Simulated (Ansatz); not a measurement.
## Electronic structure of GaP (slab) in real space

Input

```
crystal:
  lattice:
    - [3.8926748893, 0.0, 0.0]
    - [-1.9463374447, 3.3711553428, 0.0]
    - [0.0, 0.0, 25.3296561479]
  atoms:
    - { symbol: P, position: [0.0, 0.0, 0.2960956105] }
    - { symbol: Ga, position: [0.3333333333, 0.6666666667, 0.3274655165] }
    - { symbol: P, position: [0.3333333333, 0.6666666667, 0.4215752348] }
    - { symbol: Ga, position: [0.6666666667, 0.3333333333, 0.4529451409] }
    - { symbol: P, position: [0.6666666667, 0.3333333333, 0.5470548591] }
    - { symbol: Ga, position: [0.0, 0.0, 0.5784247652] }
    - { symbol: P, position: [0.0, 0.0, 0.6725344835] }
    - { symbol: Ga, position: [0.3333333333, 0.6666666667, 0.7039043895] }
basis:
  ecutwfc: 420
kpoints:
  mp_grid: { grid: [9, 9, 1] }
hamiltonian:
  xc: pbe
scf:
  occupations: { method: gaussian, width: 0.05 }
output:
  forces: true
  eigenvalues: true
  write_density: true
  write_potential: true
  elf: true
  volumetric_format: npy
relax:
  adjacent_minimum: "off"
  f_tol: 0.02
  max_steps: 60
efield:
  axis: 3
  dipole_correction: true
  ramp_width: 0.04
```

Launched as:

```sh
ansatz run input.yaml --threads 1 --pin off --max-ram 2560MiB --backend cpu --events-out ev --progress --plain --runs-dir out
```

The fields are those of the run's last geometry, not of the input's.

Method: DFT PBE, scalar-relativistic, plane waves, PAW in Ansatz.

In a PAW calculation such maps are meaningful between the atoms, not at the nuclei.

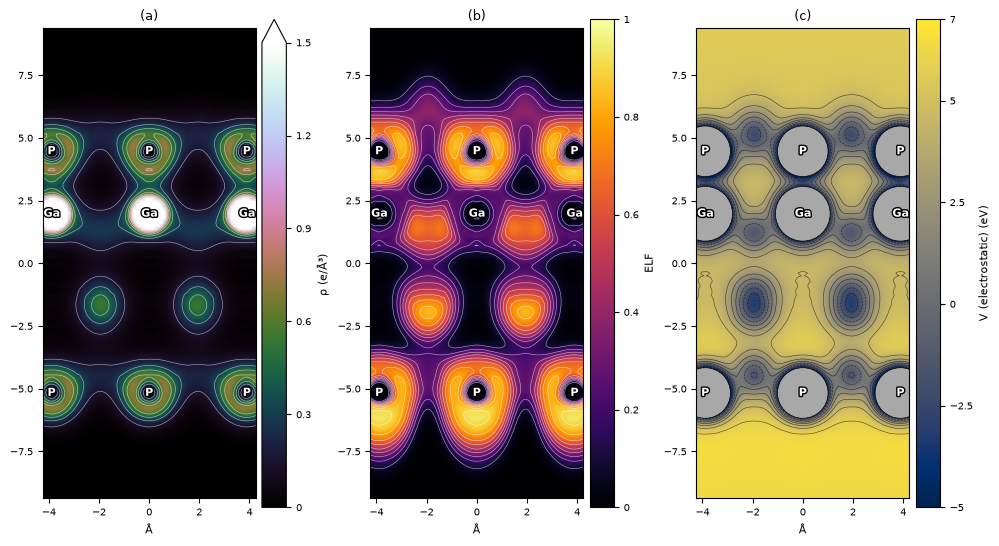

Figure 1. (a) valence electron density; (b) ELF; (c) electrostatic potential (local pseudopotential plus Hartree) felt by an electron on the (11̄0) plane of the calculation cell, a cut from vacuum to vacuum. Grey discs cover the atomic cores in the potential map.

Question: Read the bonding off the picture.

Answer: The plane passes through P and Ga nuclei.


The density dies away to nearly zero in the vacuum.
The ELF also peaks beside P, away from the bonds: lone-pair regions.

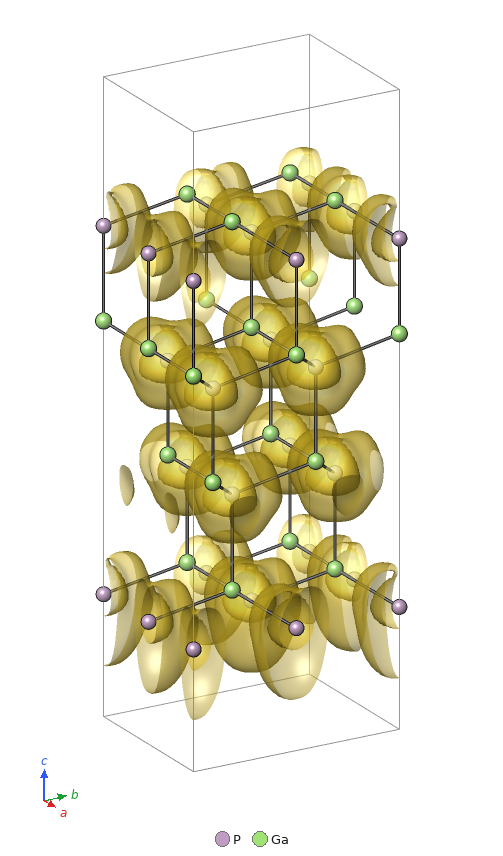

Figure 2. Isosurface of the electron localisation function at 0.7 (yellow), seen slightly off an axis. Only the valence region is drawn (cores and ρ < 0.01 e/Å³ removed). Sticks mark near contacts.

Question: Where are the electrons localised?

Answer: At this value the surface marks out four regions on P in which the atom's valence shell and bonds are merged, counted in one cell of 8 atoms. Counts are for one cell; the picture repeats the cell along the surface. Profiles from the grid: Ga–P (2.35 Å): the ELF peaks at about 0.90 in the valence shell of P, 0.8 Å from its nucleus, and is about 0.75 at the midpoint. Ga–P (2.46 Å): the ELF peaks at about 0.95 in the valence shell of P, 0.7 Å from its nucleus, and is about 0.70 at the midpoint.

Question: Does the calculation give a band gap?

Answer: It is metallic or semimetallic at this level of theory: no gap opens.
